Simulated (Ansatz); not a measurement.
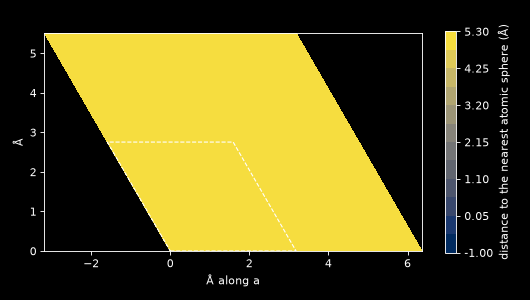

Map of the distance to the nearest atomic sphere in WS$_{2}$ in space group P-6m2, computed on the section z = 0.500 (parallel to a and b; the dashed line is one cell). The black line marks the spheres' surfaces; positive values are empty space; unlabelled circles belong to atoms above or below the section.

The atoms' radii are van der Waals radii (Alvarez): W 2.57 Å, S 1.89 Å.

Origin of the cell: coordinates from a relaxation with Ansatz 0.2.0, DFT r2SCAN, scalar-relativistic, plane waves, PAW.

```
CELL_PARAMETERS angstrom
3.18110 0.00000 0.00000
-1.59055 2.75491 0.00000
0.00000 0.00000 16.95074
ATOMIC_POSITIONS crystal
W 0.33333 0.66667 0.00000
S 0.66667 0.33333 0.90802
S 0.66667 0.33333 0.09198
```

> Where is the largest hole in this section, and how large is it?

At 0.000, 0.000, 0.500 (fractional), where the distance reaches 5.27 Å; it is enclosed by 6 S. It is the largest hole of the crystal.

> How much of the crystal lies outside the spheres?

About 65 % of the cell's volume, and 100 % of this section's area.

> What can pass through?

The largest sphere that fits anywhere has a diameter of 10.53 Å; the largest that can travel through the crystal, about 10.4 Å.
